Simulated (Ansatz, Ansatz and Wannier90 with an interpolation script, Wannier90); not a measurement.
# Settings in Wannier-interpolated G0W0: BP (F-43m)

Wanted: errors and cost of interpolated bands of BP (F-43m) under coarser or faulty settings.

Method: maximally localised Wannier functions from the overlaps of LDA states (plane waves, PAW), in Wannier90 4.0.3.

### Step 1. The structure

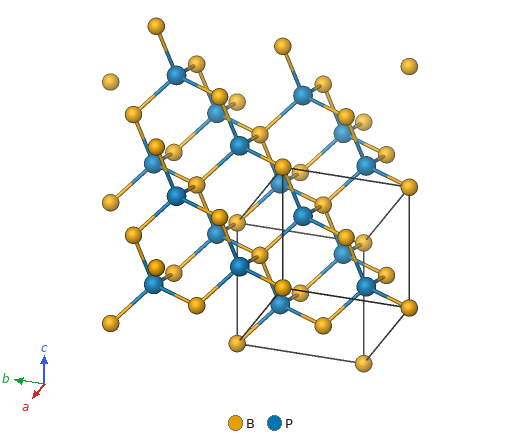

The starting structure, seen from a free direction (boron orange, phosphorus blue). 1×2×2 cells are drawn. This picture shows the conventional cell, with its axes. Bonds to atoms that aren't drawn are left out. Some periodic images of atoms are drawn too.

The cell and positions come from the Crystallography Open Database and are kept as given unless a step says otherwise.

### Step 2. Wannier model on 16×16×16, by Wannier90

Localised functions give a small Hamiltonian that interpolates between mesh points at no cost.

The input, w.win:

```
num_iter = 1200
conv_tol = 1.0e-8
conv_window = 5
dis_num_iter = 4000
dis_conv_tol = 1.0e-8
dis_mix_ratio = 0.7
write_hr = true
use_ws_distance = false
num_print_cycles = 50
! ansatz wannier90 interface
! projections by site (counted from 0) and shell: 0 2S, 0 2P, 1 3P
! states of the run's bands (counted from 1): 1-14
num_bands = 14
num_wann  = 7
dis_win_min = -0.1
dis_win_max = 27.23
dis_froz_min = -0.1
dis_froz_max = 13.24
guiding_centres = true

begin unit_cell_cart
Ang
                      0.0                    2.269                    2.269
                    2.269                      0.0                    2.269
                    2.269                    2.269                      0.0
end unit_cell_cart

begin atoms_frac
B                        0.0                      0.0                      0.0
P                       0.75                     0.75                     0.75
end atoms_frac

mp_grid = 16 16 16

[... the mesh's points ...]
```

The run is started by

```sh
> OMP_NUM_THREADS=1 mpirun -n 8 wannier90.x w > wannier90.x.log
```

Numbers of over 12 decimals in the logs are rounded to 6 here.

The log of the run:

```text
TEM
                                    ------

                              Lattice Vectors (Ang)
                    a_1     0.000000   2.269000   2.269000
                    a_2     2.269000   0.000000   2.269000
                    a_3     2.269000   2.269000   0.000000

                   Unit Cell Volume:      23.36326  (Ang^3)

                        Reciprocal-Space Vectors (Ang^-1)
                    b_1    -1.384571   1.384571   1.384571
                    b_2     1.384571  -1.384571   1.384571
                    b_3     1.384571   1.384571  -1.384571

 *----------------------------------------------------------------------------*
 |   Site       Fractional Coordinate          Cartesian Coordinate (Ang)     |
 +----------------------------------------------------------------------------+
 | b    1   0.00000   0.00000   0.00000   |    0.00000   0.00000   0.00000    |
 | p    1   0.75000   0.75000   0.75000   |    3.40350   3.40350   3.40350    |
 *----------------------------------------------------------------------------*
                                ------------
                                K-POINT GRID
                                ------------

             Grid size = 16 x 16 x 16      Total points = 4096

 *---------------------------------- MAIN ------------------------------------*
 |  Number of Wannier Functions               :                 7             |
 |  Number of Objective Wannier Functions     :                 7             |
 |  Number of input Bloch states              :                14             |
 |  Output verbosity (1=low, 5=high)          :                 1             |
 |  Timing Level (1=low, 5=high)              :                 1             |
 |  Optimisation (0=memory, 3=speed)          :                 3             |
 |  Length Unit                               :               Ang             |
 |  Post-processing setup (write *.nnkp)      :                 F             |
 |  Using Gamma-only branch of algorithms     :                 F             |
 *----------------------------------------------------------------------------*
 *------------------------------- WANNIERISE ---------------------------------*
 |  Total number of iterations                :              1200             |
 |  Number of CG steps before reset           :                 5             |
 |  Trial step length for line search         :             2.000             |
 |  Convergence tolerence                     :         0.100E-07             |
 |  Convergence window                        :                 5             |
 |  Iterations between writing output         :                50             |
 |  Iterations between backing up to disk     :               100             |
 |  Write r^2_nm to file                      :                 F             |
[...]
Sum of centres and spreads ( 10.210500, 10.210500, 10.210500 )    17.04890247

      0     0.170E+02     0.0000000000       17.0489024680       9.04  <-- CONV
        O_D=      0.0735571 O_OD=      5.1028846 O_TOT=     17.0489025 <-- SPRD
 ------------------------------------------------------------------------------
 Cycle:      1
[...]
Sum of centres and spreads ( 10.210500, 10.210500, 10.210500 )    16.75178232

      1    -0.297E+00     0.1357320046       16.7517823210       9.08  <-- CONV
        O_D=      0.0604765 O_OD=      4.8188450 O_TOT=     16.7517823 <-- SPRD
 Delta: O_D= -0.1308057E-01 O_OD= -0.2840396E+00 O_TOT= -0.2971201E+00 <-- DLTA
 ------------------------------------------------------------------------------
 Cycle:     50
[...]
Sum of centres and spreads ( 10.210500, 10.210500, 10.210500 )    15.95510923

     50    -0.496E-04     0.0024473157       15.9551092312      10.89  <-- CONV
        O_D=      0.1129606 O_OD=      3.9696879 O_TOT=     15.9551092 <-- SPRD
 Delta: O_D=  0.2926029E-04 O_OD= -0.7890874E-04 O_TOT= -0.4964845E-04 <-- DLTA
 ------------------------------------------------------------------------------
 Cycle:    100
[...]
Sum of centres and spreads ( 10.210500, 10.210500, 10.210500 )    15.95481049

    100    -0.995E-06     0.0006323739       15.9548104904      12.70  <-- CONV
        O_D=      0.1146541 O_OD=      3.9676956 O_TOT=     15.9548105 <-- SPRD
 Delta: O_D=  0.7251345E-06 O_OD= -0.1720005E-05 O_TOT= -0.9948702E-06 <-- DLTA
 ------------------------------------------------------------------------------

             <<<     Delta < 1.000E-08  over  5 iterations     >>>
             <<< Wannierisation convergence criteria satisfied >>>

 Final State
[...]
WF centre and spread    6  (  3.403500,  3.403500,  3.403500 )     2.04519986
  WF centre and spread    7  (  3.403500,  3.403500,  3.403500 )     2.04519986
  Sum of centres and spreads ( 10.210500, 10.210500, 10.210500 )    15.95480958

         Spreads (Ang^2)       Omega I      =    11.872460796
        ================       Omega D      =     0.114685512
                               Omega OD     =     3.967663271
    Final Spread (Ang^2)       Omega Total  =    15.954809579
 ------------------------------------------------------------------------------

 Writing checkpoint file w.chk... done

 *---------------------------------------------------------------------------*
 |                               PLOTTING                                    |
 *---------------------------------------------------------------------------*

 *===========================================================================*
 |                             TIMING INFORMATION                            |
 *===========================================================================*
 |    Tag                                                Ncalls      Time (s)|
 |---------------------------------------------------------------------------|
 |kmesh: get                                        :         1         0.961|
 |overlap: read                                     :         1         3.601|
 |dis: main                                         :         1         9.076|
 |wann: main                                        :         1         4.803|
 |plot: main                                        :         1         0.307|
 *---------------------------------------------------------------------------*
 All done: wannier90 exiting
```

It took 23 s on 8 MPI ranks of Arm Neoverse V2, shared host; 3 min of CPU time.

This step gave:

* gauge-invariant spread: 11.87 Å²
* diagonal spread: 0.1147 Å²
* off-diagonal spread: 3.968 Å²
* total spread: 15.95 Å²
* disentanglement steps: 471
* r.m.s. interpolation error: 0.01278 eV
* r.m.s. error near the gap: 0.01825 eV

Near the gap the model misses directly solved bands by 18.2 meV r.m.s. and by 151 meV at most in the window tested. This tests the starting bands, not the corrections carried with them.

### Step 3. Wannier model on 16×16×16, by the program's own minimiser

This step: maximally localised Wannier functions, LDA, plane waves, PAW.

The input, input.yaml:

```yaml
crystal:
  lattice:
    - [0.0, 2.269, 2.269]
    - [2.269, 0.0, 2.269]
    - [2.269, 2.269, 0.0]
  atoms:
    - { symbol: B, position: [0.0, 0.0, 0.0] }
    - { symbol: P, position: [0.75, 0.75, 0.75] }
kpoints:
  mp_grid: { grid: [8, 8, 8] }
hamiltonian:
  xc: lda
scf:
  occupations: { method: fixed }
  n_extra_bands: 30
output:
  wannier:
    kmesh: [16, 16, 16]
    projections:
      - { species: B, l: s, shell: 2 }
      - { species: B, l: p, shell: 2 }
      - { species: P, l: p, shell: 3 }
    minimise: true
    write_hr: true
    seedname: w
    conv_tol: 1.0e-06
    max_iter: 20000
    stability_check: false
    disentanglement:
      window: [-0.1, 27.23]
      frozen_window: [-0.1, 13.24]
      conv_tol: 1.0e-08
```

The run is started by

```sh
> ansatz run input.yaml --threads 12 --pin off --max-ram 22118MiB --backend cpu --events-out ev --progress --plain --runs-dir out
```

The log of the run:

```text
scf.n_extra_bands = 30 over 4 filled bands (N_el = 8.0): the run solves 34 bands
Engine: ansatz 0.2.0, aarch64-unknown-linux-gnu
Pseudopotentials: kind: paw
Pseudopotential: B, paw, valence charge 3, recommended cutoff 420 eV (normal), B.paw.azcp
Pseudopotential: P, paw, valence charge 5, recommended cutoff 420 eV (normal), P.paw.azcp
Functional definition: SPW92
  exchange = slater_x
  correlation = pw_c
Crystal: 2 atoms, lattice volume = 23.363 Å³
Basis set: ecut = 420 eV, 459 PW (Γ)
Bands: 34, of which v1, the nominal top of the filled ones, is band 4 counted from 1 (3 counted from 0)
Symmetry: 24 space group operations
Space group: F-43m (ITA 216), of the structure as read, at distance tolerance 2.9e-5 Å
k-points: 29 of 512 (time reversal used)
Non-local potential: B, projectors of the file, l = 0: 2, l = 1: 2, l = 2: 1
Non-local potential: P, projectors of the file, l = 0: 2, l = 1: 2, l = 2: 2
PAW form: soft (Blöchl's): semilocal exchange-correlation on the pseudo side does not see the compensation charge
PAW frozen core: B, regenerated for the run's functional, and the local potential with it (the file was generated under x = pbe(κ = 0.804, μ = 0.219515), c = pbe(β = 0.066725))
PAW frozen core: P, regenerated for the run's functional, and the local potential with it (the file was generated under x = pbe(κ = 0.804, μ = 0.219515), c = pbe(β = 0.066725))
PAW one-centre angular grid: B, 110 points (default); XC on 64 Gauss nodes
PAW one-centre angular grid: P, 110 points (default); XC on 64 Gauss nodes
Initial density: superposition of atomic densities (neutral atoms: chi_scale 0, normalization atom), corrected by the library's trained network
[...]
SCF 1 converged in 6 iterations: F = -876.623618 eV  dr2 = 3.68e-9
[...]
NSCF: frozen V_eff on 148 k-points
the Wannier pass solved 148 of the 4096 points of its mesh, and has the states at the others by symmetry: states obtained by the crystal's operations at points that were solved too leave a residual of 5.29e-13 eV (read by the count's bands and the next), within 5.56e-6 eV
SCF converged after 6 iterations
Free energy (F): -876.623618 eV
Harris-Foulkes:  -876.623618 eV  (|F-HF|=1.06e-9)
Internal energy: -876.623618 eV  (E = F + TS)
E sigma→0 (E₀):  -876.623618 eV
Fermi energy:    9.056322 eV
--- Per-component energies (eV) ---
  E_band       = 20.750230
  E_kinetic    = 122.045416
  E_local      = -70.117351  (includes V_loc(G=0)·N_el)
  E_nonlocal   = 46.883088
  E_hartree    = 16.970741
  E_xc         = -94.410267
  E_vxc        = -100.559302  (∫ρ·V_xc dr)
  E_paw        = -612.666913  (= ΣΔE_a)
  E_vpaw       = -11.443200  (= ΣTr[D̂ρ^β])
  E_aug_tail   = -0.000000  (compensation charges beyond the density's cutoff)
  E_ewald      = -285.491518
  E_core_change = 0.163186  (= ΣΔE_core)
  E_smearing   = -0.000000  (= −TS)
  E_closure    = 0.000000  (closes the sum)
  Σ components = -876.623618   (vs F -876.623618, Δ=0.00e0)
--- Band table (eV; the first three rows and the last of 29) ---
  k-point 0: bands = [-6.3395, 9.0563, 9.0563, 9.0563, 12.4322, 12.4322, 12.4322, 16.4065, ... 26 higher]
  k-point 1: bands = [-6.0590, 7.2157, 8.6305, 8.6305, 12.9498, 13.0187, 13.0187, 17.1741, ... 26 higher]
  k-point 2: bands = [-5.2357, 4.2349, 7.9454, 7.9454, 13.0227, 13.7795, 13.7795, 18.5369, ... 26 higher]
  k-point 28: bands = [-1.2335, 1.1194, 3.3675, 3.5667, 14.2877, 15.7075, 16.2062, 16.4926, ... 26 higher]
Wannier search: line search 1 of at most 20000: gauge-dependent spread (as the search counts it) 4.8786888 Å², largest recent change 3.0e-1 Å² against conv_tol 1.0e-6 Å², 0 stops escaped
```

Elapsed: 12 s, on 12 threads; peak memory 1.6 GiB; 46 s of CPU time.

Numbers from this step:

* gauge-invariant spread: 11.87 Å²
* diagonal spread: 0.1145 Å²
* off-diagonal spread: 3.967 Å²
* total spread: 15.95 Å²
* least projectability: 0.06184
* localisation steps: 83
* disentanglement steps: 447
* r.m.s. interpolation error: 0.01277 eV
* r.m.s. error near the gap: 0.01824 eV

Near the gap the model misses directly solved bands by 18.2 meV r.m.s. and by 151 meV at most in the window tested. This tests the starting bands, not the corrections carried with them.

Frozen up to 4.19 eV; above it the model need not follow the bands. The electronic bands at the labelled points (eV, zero at the valence-band top; v1 is the highest filled band, c1 the lowest empty one):

| point | v3 | v2 | v1 | c1 | c2 | c3 | c4 |
| --- | --- | --- | --- | --- | --- | --- | --- |
| Γ | 0.00 | 0.00 | 0.00 | 3.38 | 3.38 | 3.38 | 7.49 |
| X | -8.49 | -4.10 | -4.10 | 1.30 | 1.55 | 11.94 | 11.94 |
| U | -8.06 | -6.24 | -3.49 | 2.08 | 6.72 | 9.63 | 10.58 |
| jump to K | -8.06 | -6.24 | -3.49 | 2.08 | 6.72 | 9.63 | 10.58 |
| Γ | 0.00 | 0.00 | 0.00 | 3.38 | 3.38 | 3.38 | 7.49 |
| L | -9.01 | -1.75 | -1.75 | 3.76 | 5.00 | 5.00 | 10.45 |
| W | -7.94 | -5.69 | -5.49 | 5.56 | 7.44 | 7.49 | 8.93 |
| X | -8.49 | -4.10 | -4.10 | 1.30 | 1.55 | 11.94 | 11.94 |

The same for Kohn-Sham, solved directly:

| point | v3 | v2 | v1 | c1 | c2 | c3 | c4 |
| --- | --- | --- | --- | --- | --- | --- | --- |
| Γ | 0.00 | 0.00 | 0.00 | 3.38 | 3.38 | 3.38 | 7.35 |
| X | -8.49 | -4.10 | -4.10 | 1.30 | 1.55 | 11.94 | 11.94 |
| U | -8.06 | -6.24 | -3.49 | 2.08 | 5.91 | 9.62 | 10.51 |
| K | -8.06 | -6.24 | -3.49 | 2.08 | 5.91 | 9.62 | 10.51 |
| Γ | 0.00 | 0.00 | 0.00 | 3.38 | 3.38 | 3.38 | 7.35 |
| L | -9.01 | -1.75 | -1.75 | 3.76 | 4.67 | 4.67 | 9.92 |
| W | -7.94 | -5.69 | -5.49 | 5.23 | 6.65 | 7.15 | 7.44 |
| X | -8.49 | -4.10 | -4.10 | 1.30 | 1.55 | 11.94 | 11.94 |

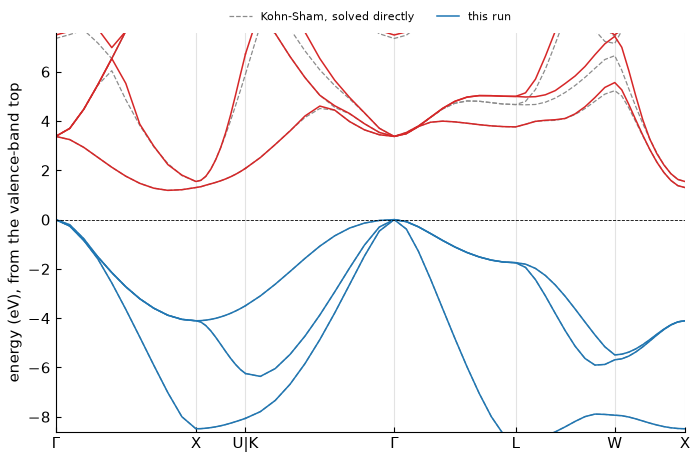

Electronic bands along the path; lines of filled and empty bands in two colours; dashed: Kohn-Sham, solved directly.

### Step 4. Wannier model on 8×8×8, by Wannier90

This step: maximally localised Wannier functions from the overlaps of LDA states (plane waves, PAW).

w.win: that of step 2 with these lines changed.

```diff
@@ -32,3 +32,3 @@
 
-mp_grid = 16 16 16
+mp_grid = 8 8 8
```

The run is started by

```sh
> OMP_NUM_THREADS=1 mpirun -n 8 wannier90.x w > wannier90.x.log
```

The log of the run:

```text
[banner, memory and clock lines left out]
TEM
                                    ------

                              Lattice Vectors (Ang)
                    a_1     0.000000   2.269000   2.269000
                    a_2     2.269000   0.000000   2.269000
                    a_3     2.269000   2.269000   0.000000

                   Unit Cell Volume:      23.36326  (Ang^3)

                        Reciprocal-Space Vectors (Ang^-1)
                    b_1    -1.384571   1.384571   1.384571
                    b_2     1.384571  -1.384571   1.384571
                    b_3     1.384571   1.384571  -1.384571

 *----------------------------------------------------------------------------*
 |   Site       Fractional Coordinate          Cartesian Coordinate (Ang)     |
 +----------------------------------------------------------------------------+
 | b    1   0.00000   0.00000   0.00000   |    0.00000   0.00000   0.00000    |
 | p    1   0.75000   0.75000   0.75000   |    3.40350   3.40350   3.40350    |
 *----------------------------------------------------------------------------*
                                ------------
                                K-POINT GRID
                                ------------

             Grid size =  8 x  8 x  8      Total points =  512

 *---------------------------------- MAIN ------------------------------------*
 |  Number of Wannier Functions               :                 7             |
 |  Number of Objective Wannier Functions     :                 7             |
 |  Number of input Bloch states              :                14             |
 |  Output verbosity (1=low, 5=high)          :                 1             |
 |  Timing Level (1=low, 5=high)              :                 1             |
[...]
Sum of centres and spreads ( 10.210500, 10.210500, 10.210500 )    15.39923357

      1    -0.444E+00     0.2868628863       15.3992335691       0.38  <-- CONV
        O_D=      0.0528558 O_OD=      4.3521361 O_TOT=     15.3992336 <-- SPRD
 Delta: O_D= -0.1468223E-01 O_OD= -0.4296829E+00 O_TOT= -0.4443652E+00 <-- DLTA

             <<<     Delta < 1.000E-08  over  5 iterations     >>>
             <<< Wannierisation convergence criteria satisfied >>>

 Final State
[...]
WF centre and spread    6  (  3.403500,  3.403500,  3.403500 )     1.92238379
  WF centre and spread    7  (  3.403500,  3.403500,  3.403500 )     1.92238379
  Sum of centres and spreads ( 10.210500, 10.210500, 10.210500 )    14.94601059

         Spreads (Ang^2)       Omega I      =    10.994241709
        ================       Omega D      =     0.106689585
                               Omega OD     =     3.845079296
    Final Spread (Ang^2)       Omega Total  =    14.946010590

 Writing checkpoint file w.chk... done

 *---------------------------------------------------------------------------*
 |                               PLOTTING                                    |
 *---------------------------------------------------------------------------*

 *===========================================================================*
 |                             TIMING INFORMATION                            |
 *===========================================================================*
 |    Tag                                                Ncalls      Time (s)|
 |---------------------------------------------------------------------------|
 |kmesh: get                                        :         1         0.113|
 |overlap: read                                     :         1         0.450|
 |dis: main                                         :         1         0.380|
 |wann: main                                        :         1         0.206|
 |plot: main                                        :         1         0.042|
 *---------------------------------------------------------------------------*
 All done: wannier90 exiting
```

Elapsed: 2.1 s, on 8 MPI ranks.

This step gave:

| Property | Result |
| --- | --- |
| gauge-invariant spread | 10.99 Å² |
| diagonal spread | 0.1067 Å² |
| off-diagonal spread | 3.845 Å² |
| total spread | 14.95 Å² |
| disentanglement steps | 160 |
| r.m.s. interpolation error | 0.04581 eV |
| r.m.s. error near the gap | 0.06384 eV |

Near the gap the model misses directly solved bands by 63.8 meV r.m.s. and by 633 meV at most in the window tested. This tests the starting bands, not the corrections carried with them.

Frozen up to 4.19 eV; above it the model need not follow the bands. Electronic bands along the path, in eV, zero at the valence-band top; v1 is the highest filled band, c1 the lowest empty one:

| point | v3 | v2 | v1 | c1 | c2 | c3 | c4 |
| --- | --- | --- | --- | --- | --- | --- | --- |
| Γ | 0.00 | 0.00 | 0.00 | 3.38 | 3.38 | 3.38 | 7.47 |
| X | -8.49 | -4.10 | -4.10 | 1.30 | 1.55 | 11.94 | 11.94 |
| U | -8.06 | -6.24 | -3.49 | 2.08 | 6.73 | 9.63 | 10.62 |
| jump to K | -8.06 | -6.24 | -3.49 | 2.08 | 6.73 | 9.63 | 10.62 |
| Γ | 0.00 | 0.00 | 0.00 | 3.38 | 3.38 | 3.38 | 7.47 |
| L | -9.01 | -1.75 | -1.75 | 3.76 | 5.11 | 5.11 | 10.70 |
| W | -7.94 | -5.69 | -5.49 | 5.60 | 7.44 | 7.51 | 8.89 |
| X | -8.49 | -4.10 | -4.10 | 1.30 | 1.55 | 11.94 | 11.94 |

The same for Kohn-Sham, solved directly:

(Unchanged from step 3.)

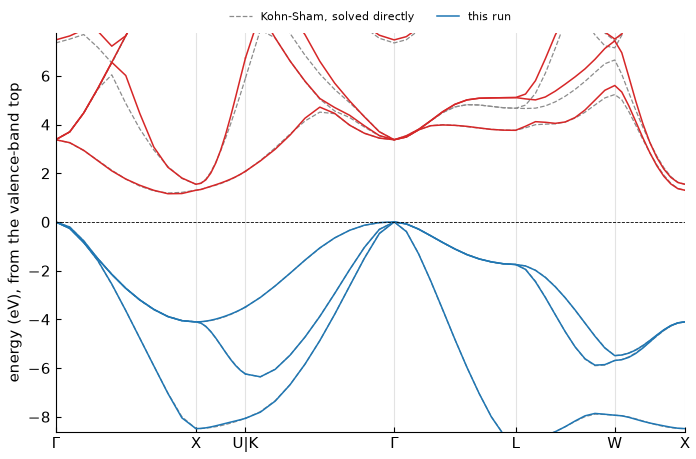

Electronic bands along the path; lines of filled and empty bands in two colours; dashed: Kohn-Sham, solved directly.

(Part 1 of 2 ends here.)

[Paths, hosts, dates, memory and timing lines, banners, echoed tables and standing remarks are left out of the program output.]

[Logs are printed without paths, hosts, clocks, repeated set-up lines and the standing remarks that a program may print on its own settings, such as how far it seeks lower states.]

[Runs of the session that timed out or met a known fault of the program may be left out.]

[Hosts, paths, dates, database ids (printed as entryN), source tags and the programs' standing remarks are cut or masked in the printed files.]
